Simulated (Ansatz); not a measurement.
System: zincblende CdTe, space group F-43m (No. 216), 2 atoms in the primitive cell, relaxed with r2SCAN; cubic a = 6.560 Å. Run without spin-orbit coupling: PBE, Ansatz PAW set, 6×6×6 k mesh, 420 eV cutoff, Fermi-Dirac smearing of 0.02 eV (Ansatz). Run with it: PBE, Ansatz PAW set, 6×6×6 k mesh, 420 eV cutoff, Fermi-Dirac smearing of 0.02 eV (Ansatz). Neither carries moments.

Without spin-orbit coupling the direct gaps are 0.66 eV at Γ and 2.51 eV at L.

> What does spin-orbit coupling change near the gap?

The threefold valence top at Γ (six states with spin) splits into a fourfold level on top and a twofold one 0.85 eV below it, the split-off level. The vertical gap goes from 0.66 to 0.39 eV at Γ and from 2.51 to 2.26 eV at L. A third of the splitting is 0.28 eV, which accounts for the change at Γ: the fourfold level rises by about that much. The smallest gap over all k points computed narrows from 0.66 eV (valence top at Γ, conduction bottom at Γ) to 0.40 eV.

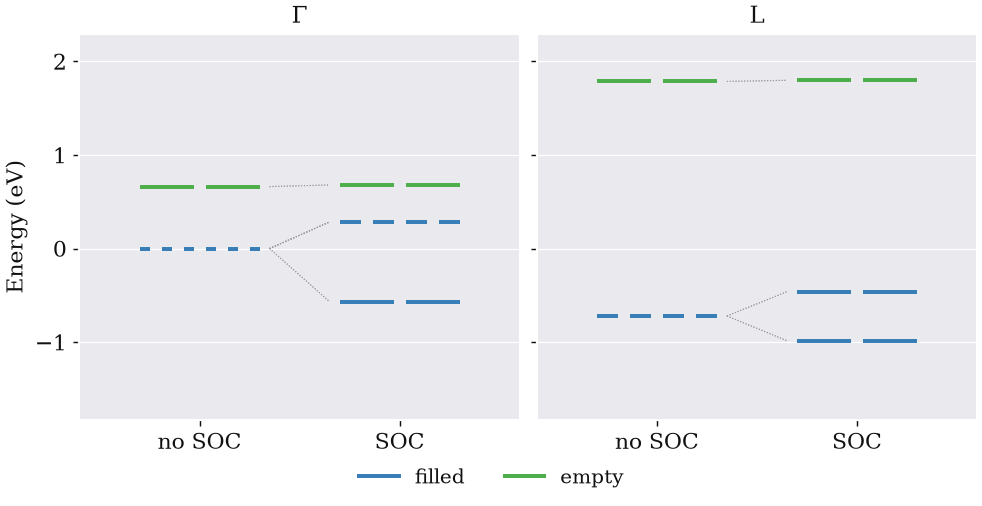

Levels at Γ and L, each bar one state with spin counted. Zero is the valence top without spin-orbit coupling, and the two sets are aligned on the mean of the six top valence states at Γ.

LDA, GGA and most meta-GGA functionals understate gaps.
